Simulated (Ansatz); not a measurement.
# Ti12H: geometry relaxation (part 2 of 2)

Continued. System: Ti12H (defect cell, 13 atoms in the cell). Method: DFT PBE, scalar-relativistic, plane waves, PAW, no spin polarisation (Ansatz 0.2.0); cutoff 420 eV, 4×3×5 k-mesh, Fermi–Dirac smearing of 0.15 eV. It belongs to a series of runs on one base structure; here: end point B relaxed.

Geometry of the input (Å; fractional positions):
```
5.9000  0.0000  0.0000
-4.4250  7.6643  0.0000
0.0000  0.0000  4.6846
Ti 0.0000  0.0000  0.0000
Ti 0.1667  0.2222  0.5000
Ti -0.0000  0.3333  0.0000
Ti 0.1667  0.5556  0.5000
Ti -0.0000  0.6667  0.0000
Ti 0.1667  0.8889  0.5000
Ti 0.5000  0.0000  0.0000
Ti 0.6667  0.2222  0.5000
Ti 0.5000  0.3333  0.0000
Ti 0.6667  0.5556  0.5000
Ti 0.5000  0.6667  0.0000
Ti 0.6667  0.8889  0.5000
H  0.3277  0.7761  0.2500
```

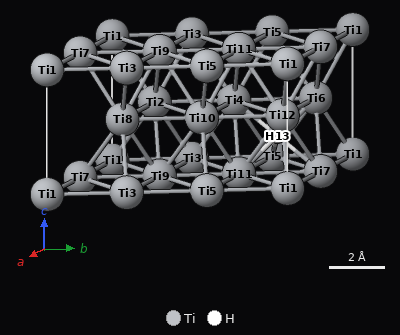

Fig. 1: The geometry at step 3 of the log (ball-and-stick view of the cell of the calculation, seen slightly off an axis; atoms are numbered from 1 in the order of the input).

What the program printed, continued
```
--- Per-component energies (eV) ---
  E_band       = -1907.802477
  E_kinetic    = 3281.341301
  E_local      = -9821.664864  (includes V_loc(G=0)·N_el)
  E_nonlocal   = 98.566980
  E_hartree    = 4029.710891
  E_xc         = -1178.430999
  E_vxc        = -1474.683430  (∫ρ·V_xc dr)
  E_paw        = -12571.345900  (= ΣΔE_a)
  E_vpaw       = -2050.784527  (= ΣTr[D̂ρ^β])
  E_aug_tail   = 0.000274  (compensation charges beyond the density's cutoff)
  E_ewald      = -13849.839304
  E_smearing   = -1.227470  (= −TS)
  E_closure    = -0.000000  (closes the sum)
  Σ components = -30012.889090   (vs F -30012.889090, Δ=0.00e0)
--- Forces (eV/Å), atoms counted from 1 ---
  atom   1  Ti     0.00723085     0.00024675    -0.00042939
  atom   2  Ti     0.00941855     0.00316155     0.01493100
  atom   3  Ti     0.00842651     0.01093012    -0.00748235
  atom   4  Ti     0.00370821    -0.00568451     0.00988767
  atom   5  Ti    -0.00940663    -0.01152822    -0.02016821
  atom   6  Ti    -0.00302991     0.00899704     0.01721296
  atom   7  Ti    -0.00448994    -0.00311037    -0.00537362
  atom   8  Ti    -0.00704536    -0.00790571     0.00662210
  atom   9  Ti    -0.00879692    -0.00084490    -0.01406235
  atom  10  Ti    -0.00006472     0.00092039     0.00085309
  atom  11  Ti    -0.00241957    -0.00471048    -0.01138111
  atom  12  Ti    -0.00776149     0.00275204     0.00948846
  atom  13  H      0.01423043     0.00677626    -0.00009815
  max |Σ_I F_I| component: 1.24e-7 eV/Å
--- Band table (eV; the first three rows and the last of 31) ---
  k-point 0: bands = ["-43.5970", "-43.5303", "-43.5056", "-43.5034", "-43.4886", "-43.4819", "-43.4647", "-43.4496", "-43.4371", "-43.4229", "-43.4158", "-43.4123", "-20.1723", "-20.0413", "-19.9917", "-19.9821", "-19.9675", "-19.9616", "-19.9270", "-19.9231", "-19.9146", "-19.8961", "-19.8839", "-19.8756", "-19.8637", "-19.8594", "-19.8196", "-19.8127", "-19.7631", "-19.7342", "-19.7088", "-19.6975", "-19.6868", "-19.6737", "-19.6459", "-19.6407", "-19.6319", "-19.5959", "-19.5821", "-19.5798", "-19.5758", "-19.5676", "-19.5439", "-19.5304", "-19.5240", "-19.4810", "-19.4748", "-19.4719", "5.8740", "8.0476", "9.5764", "10.0854", "10.5301", "10.8142", "10.8795", "10.9865", "11.2036", "11.4611", "11.4939", "11.5293", "11.5653", "11.5994", "11.6202", "11.7318", "11.8198", "12.1821", "12.2786", "12.4563", "12.5794", "12.6330", "13.3553", "13.5442", "13.6588", "13.7233", "13.7561", "13.8030", "13.8541", "13.9104", "13.9425", "13.9687", "13.9816", "13.9984", "14.0125", "14.0419", "14.0677", "14.0964", "14.2851", "14.3315", "14.3656", "14.4721"]
  k-point 1: bands = ["-43.5854", "-43.5243", "-43.5001", "-43.4996", "-43.4948", "-43.4804", "-43.4684", "-43.4498", "-43.4390", "-43.4307", "-43.4200", "-43.4172", "-20.1140", "-20.0798", "-20.0324", "-20.0278", "-20.0155", "-20.0098", "-19.9703", "-19.9433", "-19.9334", "-19.8857", "-19.8752", "-19.8265", "-19.8188", "-19.8126", "-19.8004", "-19.7919", "-19.7432", "-19.7169", "-19.6937", "-19.6795", "-19.6699", "-19.6576", "-19.6509", "-19.6307", "-19.6047", "-19.5936", "-19.5841", "-19.5730", "-19.5705", "-19.5608", "-19.5532", "-19.5407", "-19.5398", "-19.5372", "-19.4832", "-19.4813", "6.0339", "8.1853", "9.7375", "10.0891", "10.3973", "10.6448", "10.8294", "10.9730", "11.2154", "11.3815", "11.4682", "11.5213", "11.7873", "11.8413", "11.8661", "11.8826", "11.9383", "12.2099", "12.3236", "12.3893", "12.6078", "12.6827", "13.2926", "13.4048", "13.4964", "13.6458", "13.6505", "13.7200", "13.7596", "13.8624", "13.8660", "13.9193", "13.9344", "14.0740", "14.1055", "14.1194", "14.1548", "14.2165", "14.2666", "14.3138", "14.3475", "14.3706"]
  k-point 2: bands = ["-43.5554", "-43.5206", "-43.5077", "-43.4954", "-43.4901", "-43.4780", "-43.4724", "-43.4515", "-43.4417", "-43.4384", "-43.4299", "-43.4291", "-20.1068", "-20.0705", "-20.0544", "-20.0404", "-20.0263", "-20.0194", "-20.0121", "-20.0058", "-19.9656", "-19.9588", "-19.9371", "-19.7715", "-19.7638", "-19.7389", "-19.7225", "-19.7116", "-19.7089", "-19.6952", "-19.6834", "-19.6526", "-19.6513", "-19.6371", "-19.6287", "-19.6263", "-19.6146", "-19.6112", "-19.6087", "-19.5917", "-19.5870", "-19.5795", "-19.5747", "-19.5681", "-19.5339", "-19.5329", "-19.5058", "-19.5051", "6.3085", "8.6507", "9.6332", "10.1887", "10.3995", "10.6264", "10.8266", "10.8664", "10.9360", "10.9407", "11.1582", "11.2422", "12.2412", "12.2612", "12.2922", "12.3209", "12.3410", "12.4552", "12.6598", "12.6937", "12.7242", "12.7535", "13.0169", "13.1700", "13.2114", "13.3635", "13.4938", "13.5354", "13.5651", "13.6306", "13.8113", "13.8285", "13.8714", "13.9943", "14.0003", "14.0441", "14.1503", "14.4916", "14.5232", "14.5601", "14.6058", "14.6710"]
  k-point 30: bands = ["-43.5517", "-43.5434", "-43.5185", "-43.5000", "-43.4843", "-43.4769", "-43.4730", "-43.4581", "-43.4334", "-43.4264", "-43.4248", "-43.4196", "-20.0507", "-20.0380", "-20.0103", "-19.9961", "-19.9859", "-19.9772", "-19.9463", "-19.9408", "-19.9213", "-19.8646", "-19.8373", "-19.8012", "-19.7925", "-19.7851", "-19.7721", "-19.7659", "-19.7431", "-19.7384", "-19.7246", "-19.7230", "-19.6964", "-19.6872", "-19.6728", "-19.6537", "-19.6399", "-19.6219", "-19.6173", "-19.6118", "-19.5925", "-19.5820", "-19.5766", "-19.5530", "-19.5429", "-19.5259", "-19.5235", "-19.5096", "6.2998", "8.6553", "9.2524", "9.9310", "10.5340", "10.8912", "11.2766", "11.3298", "11.3549", "11.5588", "11.5756", "11.6206", "11.8751", "11.9554", "12.0361", "12.0525", "12.1800", "12.2395", "12.2626", "12.2959", "12.3241", "12.5692", "12.8622", "12.9413", "13.2963", "13.3821", "13.4704", "13.4905", "13.5551", "13.6628", "13.7350", "13.7857", "13.8507", "14.0373", "14.0619", "14.0736", "14.1442", "14.1620", "14.2248", "14.2858", "14.3426", "14.4619"]
--- Relaxed structure (4 steps of the walk, 4 accepted, 0 SCFs on fresh bases) ---
  F+E_penalty+E_count = -30012.88909021 eV   max|allowed force component| = 2.017e-2 eV/Å
  atoms:
    - { symbol: Ti, position: [0.0008397100062921907, 0.0015843708053227016, 0.0010017583932990445] }
    - { symbol: Ti, position: [0.16550099813199656, 0.22157327943842922, 0.5030245659973717] }
    - { symbol: Ti, position: [-0.0021033821303310385, 0.33170650897781434, -0.0009299717916693701] }
    - { symbol: Ti, position: [0.16355303797354975, 0.551547037307138, 0.49952766448446434] }
    - { symbol: Ti, position: [-0.007230878827573339, 0.6640618591606251, -0.0017444852202785253] }
    - { symbol: Ti, position: [0.16313092851430722, 0.8912487334429583, 0.5015698191393689] }
    - { symbol: Ti, position: [0.5024499811741867, 0.003927997442604009, 0.0003336435063789285] }
    - { symbol: Ti, position: [0.6679780694608384, 0.2236025783146733, 0.5008359255061235] }
    - { symbol: Ti, position: [0.5003962889359075, 0.33368977256206395, -0.003088221821692575] }
    - { symbol: Ti, position: [0.664852580990723, 0.5537039795952926, 0.49904603131467185] }
    - { symbol: Ti, position: [0.5028548609491055, 0.6640375017386495, -0.0016666403672476182] }
    - { symbol: Ti, position: [0.6736316558761914, 0.8913942233114612, 0.5020792248585231] }
    - { symbol: H, position: [0.3318258989448064, 0.7773582779029687, 0.24998334600068736] }
```

Trajectory as extended XYZ (Å, eV, eV/Å), 4 frames, from step=1 to step=4
```
13
Lattice="5.9000 0.0000 0.0000 -4.4250 7.6643 0.0000 0.0000 0.0000 4.6846" Properties=species:S:1:pos:R:3:forces:R:3 step=1 energy=-30012.85057
Ti    0.0000    0.0000    0.0000   -0.0141   0.0145  -0.0196
Ti    0.0000    1.7032    2.3423   -0.0170  -0.0267   0.0828
Ti   -1.4750    2.5548    0.0000   -0.0208  -0.0359  -0.0394
Ti   -1.4750    4.2580    2.3423   -0.0092  -0.3144   0.0558
Ti   -2.9500    5.1095    0.0000   -0.3115  -0.1784  -0.0936
Ti   -2.9500    6.8127    2.3423   -0.3043   0.1650   0.0814
Ti    2.9500    0.0000    0.0000    0.0012   0.2999  -0.0472
Ti    2.9500    1.7032    2.3423    0.0193   0.0313   0.0400
Ti    1.4750    2.5548    0.0000    0.0148   0.0240  -0.0843
Ti    1.4750    4.2580    2.3423   -0.0032  -0.0180   0.0196
Ti    0.0000    5.1095    0.0000    0.2823  -0.1621  -0.0696
Ti    0.0000    6.8127    2.3423    0.2849   0.1625   0.0733
H    -1.5009    5.9483    1.1710    0.0778   0.0381   0.0008
13
Lattice="5.9000 0.0000 0.0000 -4.4250 7.6643 0.0000 0.0000 0.0000 4.6846" Properties=species:S:1:pos:R:3:forces:R:3 step=2 energy=-30012.86005
Ti   -0.0044    0.0161    0.0055    0.0288   0.0407   0.0060
Ti   -0.0029    1.7025    2.3610   -0.0061  -0.0388  -0.0111
Ti   -1.4794    2.5394   -0.0061   -0.0072  -0.0111   0.0054
Ti   -1.4777    4.1923    2.3392    0.0162   0.3054  -0.0246
Ti   -3.0043    5.0733   -0.0100    0.2448   0.1106   0.0150
Ti   -3.0052    6.8468    2.3513    0.2588  -0.1131  -0.0160
Ti    2.9484    0.0666    0.0021   -0.0162  -0.3245   0.0305
Ti    2.9498    1.7160    2.3479    0.0076   0.0229  -0.0080
Ti    1.4732    2.5528   -0.0194    0.0172   0.0414   0.0137
Ti    1.4718    4.2390    2.3371    0.0065  -0.0340  -0.0052
Ti    0.0549    5.0718   -0.0101   -0.2768   0.1321   0.0256
Ti    0.0574    6.8505    2.3552   -0.2867  -0.1378  -0.0309
H    -1.4824    5.9576    1.1710    0.0132   0.0062  -0.0002
13
Lattice="5.9000 0.0000 0.0000 -4.4250 7.6643 0.0000 0.0000 0.0000 4.6846" Properties=species:S:1:pos:R:3:forces:R:3 step=3 energy=-30012.88909
Ti   -0.0021    0.0121    0.0047    0.0072   0.0003  -0.0005
Ti   -0.0040    1.6982    2.3565    0.0093   0.0031   0.0149
Ti   -1.4802    2.5423   -0.0044    0.0083   0.0108  -0.0075
Ti   -1.4756    4.2272    2.3401    0.0037  -0.0056   0.0100
Ti   -2.9811    5.0896   -0.0082   -0.0094  -0.0115  -0.0202
Ti   -2.9813    6.8308    2.3497   -0.0030   0.0090   0.0173
Ti    2.9471    0.0301    0.0016   -0.0045  -0.0032  -0.0054
Ti    2.9516    1.7138    2.3462   -0.0070  -0.0078   0.0066
Ti    1.4758    2.5575   -0.0145   -0.0087  -0.0008  -0.0141
Ti    1.4725    4.2438    2.3378    0.0000   0.0009   0.0009
Ti    0.0285    5.0894   -0.0078   -0.0024  -0.0047  -0.0115
Ti    0.0300    6.8319    2.3520   -0.0078   0.0027   0.0096
H    -1.4820    5.9579    1.1711    0.0142   0.0068  -0.0001
13
Lattice="5.9000 0.0000 0.0000 -4.4250 7.6643 0.0000 0.0000 0.0000 4.6846" Properties=species:S:1:pos:R:3:forces:R:3 step=4 energy=-30012.88909
Ti   -0.0021    0.0121    0.0047    0.0072   0.0002  -0.0004
Ti   -0.0040    1.6982    2.3565    0.0094   0.0032   0.0149
Ti   -1.4802    2.5423   -0.0044    0.0084   0.0109  -0.0075
Ti   -1.4756    4.2272    2.3401    0.0037  -0.0057   0.0099
Ti   -2.9811    5.0896   -0.0082   -0.0094  -0.0115  -0.0202
Ti   -2.9813    6.8308    2.3497   -0.0030   0.0090   0.0172
Ti    2.9471    0.0301    0.0016   -0.0045  -0.0031  -0.0054
Ti    2.9516    1.7138    2.3462   -0.0070  -0.0079   0.0066
Ti    1.4758    2.5575   -0.0145   -0.0088  -0.0008  -0.0141
Ti    1.4725    4.2438    2.3378   -0.0001   0.0009   0.0009
Ti    0.0285    5.0894   -0.0078   -0.0024  -0.0047  -0.0114
Ti    0.0300    6.8319    2.3520   -0.0078   0.0028   0.0095
H    -1.4820    5.9579    1.1711    0.0142   0.0068  -0.0001
```

Key numbers

```tsv
quantity	value
outcome	converged
electrons treated	145
free energy	−30012.8891 eV
Fermi energy	13.191 eV
final volume	211.84 Å³
largest force (length of the vector) at the end	0.025 eV/Å
hardware	4 threads of INTEL XEON PLATINUM @ 2.10GHz (Emerald Rapids), 24 GiB of memory available, shared host
wall time	27 s (CPU time 1.8 min)
peak memory	1 GiB
```
